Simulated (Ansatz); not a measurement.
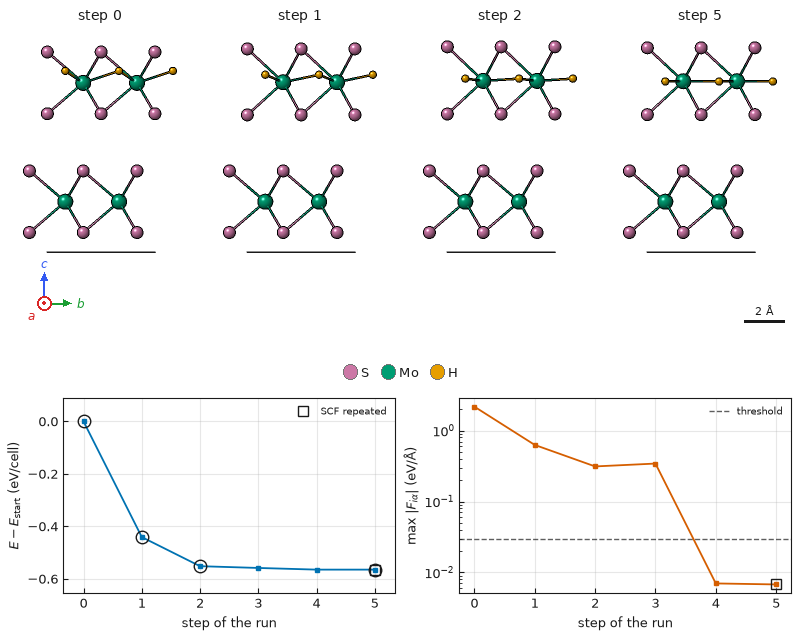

Frames of a constrained relaxation of a slab of composition Mo₂HS₄ (cut from the R3m phase), marked on the history of the run. A ball-and-stick model of the 2 × 2 repeat of the cell, outlined in the plane, without the vacuum, seen along the a axis.

Case: H put at a hollow S-S-S site. The slab is the (0 0 1) face of MoS2 with H on it. 3 atoms are held fixed.

All numbers below come from DFT PBE+D3(BJ), scalar-relativistic, plane waves, PAW in Ansatz.

Input
```yaml
crystal:
  lattice:
    - [3.1529487575, 0.0, 0.0]
    - [-1.5764743788, 2.7305337209, 0.0]
    - [0.0, 0.0, 28.1237673923]
  atoms:
    - { symbol: S, position: [0.3333333333, 0.6666666667, 0.302235468] }
    - { symbol: Mo, position: [0.6666666667, 0.3333333333, 0.3578603801] }
    - { symbol: S, position: [0.3333333333, 0.6666666667, 0.4134308266] }
    - { symbol: S, position: [0.0, 0.0, 0.5166419865] }
    - { symbol: Mo, position: [0.3333333333, 0.6666666667, 0.5723003787] }
    - { symbol: S, position: [0.0, 0.0, 0.628054299] }
    - { symbol: H, position: [0.6666666667, 0.3333333333, 0.5939194696], spin: 1.0 }
basis:
  ecutwfc: 420
kpoints:
  mp_grid: { grid: [9, 9, 1] }
hamiltonian:
  xc: pbe
  dispersion: d3bj
scf:
  occupations: { method: gaussian, width: 0.05 }
output:
  forces: true
  eigenvalues: true
  populations: true
  write_density: true
  write_potential: true
  elf: true
  volumetric_format: npy
magnetization:
  spin_polarized: true
relax:
  adjacent_minimum: "off"
  f_tol: 0.03
  max_steps: 70
  constraints: [{ sites: [0, 1, 2] }]
efield:
  axis: 3
  dipole_correction: true
  ramp_width: 0.04
```

Launched with:
```bash
ansatz run input.yaml --threads 2 --pin off --max-ram 5120MiB --backend cpu --events-out ev --progress --plain --runs-dir out
```

Question: Describe the path.

Answer: The largest move is that of H7, 0.54 Å along the normal (−c). Largest moves by element: H 0.54 Å, S 0.21 Å, Mo 0.08 Å. The cell stays as it was. Near-neighbour distances that change, for instance: Mo5–H7 1.919 → 1.820 Å, Mo5–S6 2.403 → 2.489 Å. Among the angles between lasting bonds that change: Mo5–H7–Mo5 110.5° → 120.0°, Mo5–S4–Mo5 82.1° → 78.7°. After 4 accepted moves (5 points after the start) the energy has fallen by 0.565 eV per cell of the calculation. The largest force component goes from 2.2 to 0.0068 eV/Å. 1 step only repeated the SCF at the same geometry. From step 0 to 1: H7 moves most (0.19 Å), energy −0.441 eV per cell of the calculation. From step 1 to 2: H7 moves most (0.20 Å), energy −0.111 eV per cell of the calculation. From step 2 to 5: H7 moves most (0.14 Å), energy −13.1 meV per cell of the calculation.

```
step  E − E(0), meV/atom  largest force component, eV/Å                         note
   0                0.00                         2.1745                             
   1              -62.93                         0.6276                             
   2              -78.78                         0.3123                             
   3              -79.75                         0.3427                             
   4              -80.66                         0.0070                             
   5              -80.66                         0.0068  same geometry, SCF repeated
```

Limits of the set-up: the periodic images lie only 3.2 Å apart, so the values are limited by the cell's size.
